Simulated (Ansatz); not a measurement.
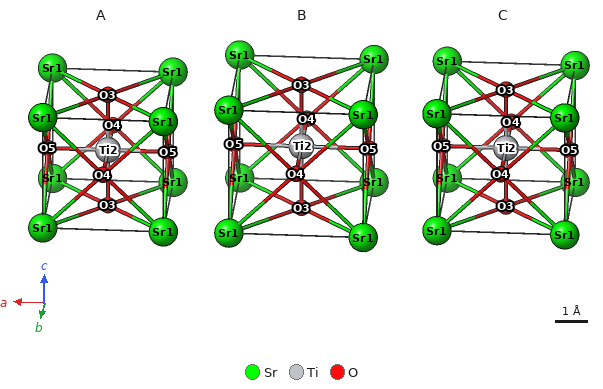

3 geometries from one relaxation of crystalline SrTiO3 (built on the cubic perovskite type), in shuffled order. Style: ball-and-stick. Shown: the cell of the calculation, from a free direction.

Level of theory: DFT, PBEsol, plane waves, PAW (Ansatz 0.2.0). Settings: plane-wave cutoff 420 eV; k-point mesh 6 × 6 × 6; occupations fermi dirac; smearing width 0.03 eV; no spin polarisation; cell and atoms relaxed; force threshold 0.01 eV/Å; at most 120 steps.

Question: Put them in the order of the run, from the start to the converged end.

Answer: B, C, A. They are steps 0, 1, 7, at +557 meV per atom, +179 meV per atom relative to the last. No atom moves by more than 0.005 Å relative to the cell. The volume changes by −27.7 %, with a = b = c 4.336 → 3.891 Å (−10.3 %). Near-neighbour distances that change, for instance: Sr1–Ti2 3.755 → 3.370 Å, Sr1–O3 3.066 → 2.751 Å, Ti2–O3 2.168 → 1.946 Å. The space group stays Pm-3m (No. 221). The energy falls by 557 meV per atom in 5 accepted moves (7 points after the start). All forces vanish by symmetry, so only the cell relaxes. The pressure goes from −29.33 to 0.00 GPa. At 2 points the geometry stayed and the basis and grid were re-selected for the new cell (energy shift of 3.6 meV per atom at most each time).
